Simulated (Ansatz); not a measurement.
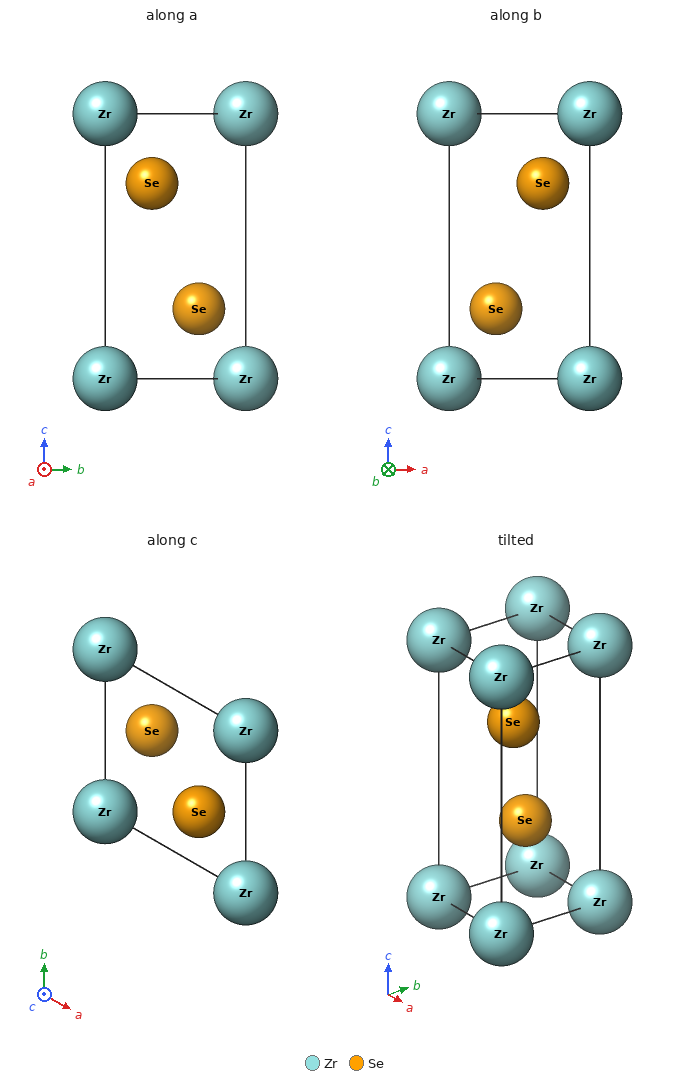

A spheres-only rendering, viewed along the a axis, along the b axis, along the c axis and slightly off an axis. One conventional unit cell is framed, with atoms on its boundary repeated.

Lattice parameters: a = 3.7124 Å, b = 3.7124 Å, c = 6.0565 Å, α = 90.000°, β = 90.000°, γ = 120.000°.

Question: Set out the cell and atoms as a CIF with its space group and independent sites, with free fractional coordinates to two decimals.

Answer:
```cif
data_structure
_symmetry_space_group_name_H-M 'P -3 m 1'
_symmetry_Int_Tables_number 164
_cell_length_a 3.7124
_cell_length_b 3.7124
_cell_length_c 6.0565
_cell_angle_alpha 90.000
_cell_angle_beta 90.000
_cell_angle_gamma 120.000
_cell_volume 72.28
loop_
_atom_site_label
_atom_site_type_symbol
_atom_site_symmetry_multiplicity
_atom_site_Wyckoff_symbol
_atom_site_fract_x
_atom_site_fract_y
_atom_site_fract_z
_atom_site_occupancy
Zr1 Zr 1 a 0.00 0.00 0.00 1
Se1 Se 2 d 0.3333 0.6667 0.26 1
```

The structure comes from a structure type filled with these elements by a generator (whether the compound takes this form wasn't checked). The cell was then strained or its atoms displaced on purpose. A calculation with Ansatz used it as input.
